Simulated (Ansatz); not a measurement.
This input was run:

```
crystal:
  lattice:
    - [2.7934851994, 0.0, 0.0]
    - [0.0, 2.7934851994, 0.0]
    - [0.0, 0.0, 2.7934851994]
  atoms:
    - { symbol: Na, position: [0.0, 0.0, 0.0] }
    - { symbol: F, position: [0.5, 0.5, 0.5] }
kpoints:
  mp_grid: { grid: [6, 6, 6] }
hamiltonian:
  xc: pbe
scf:
  occupations: { method: fixed }
  n_extra_bands: 4
output:
  forces: true
  stress: true
  eigenvalues: true
  write_density: true
  write_potential: true
  elf: true
  volumetric_format: npy
```

Run as:
```bash
ansatz run input.yaml --threads 4 --pin off --max-ram 3686MiB --backend cpu --events-out ev --progress --plain --runs-dir out
```

What does the calculation give for the electronic structure?

There is a gap; over the k points computed it is 6.13 eV (indirect; the smallest direct gap is 6.47 eV). The upper group of valence states starts about 2.7 eV under the valence-band top, with a gap beneath it; it holds about 6 electrons a cell. Within the window shown, the tallest peak of the filled states lies 0.6 eV under the valence-band top, at about 3.7 states per eV and cell.

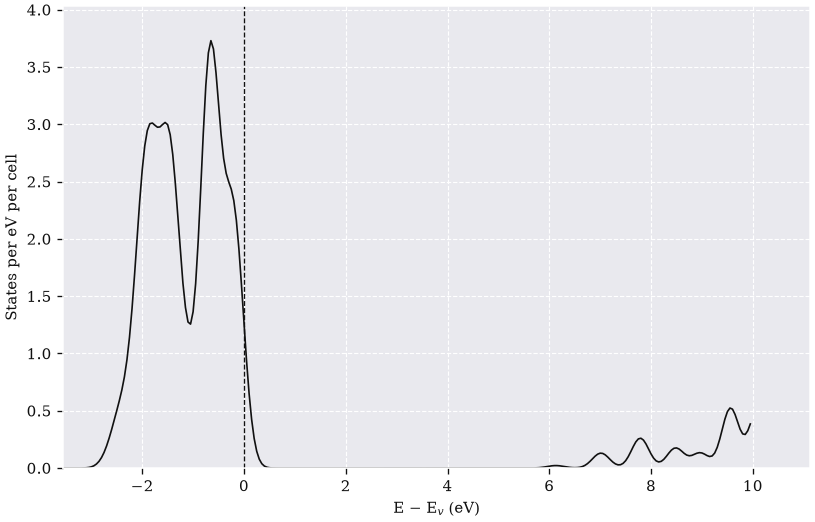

Density of states. Energies are counted from the top of the valence band. The curve is built from the levels of the k mesh with Gaussians 0.4 eV wide, which also blur the band edges.
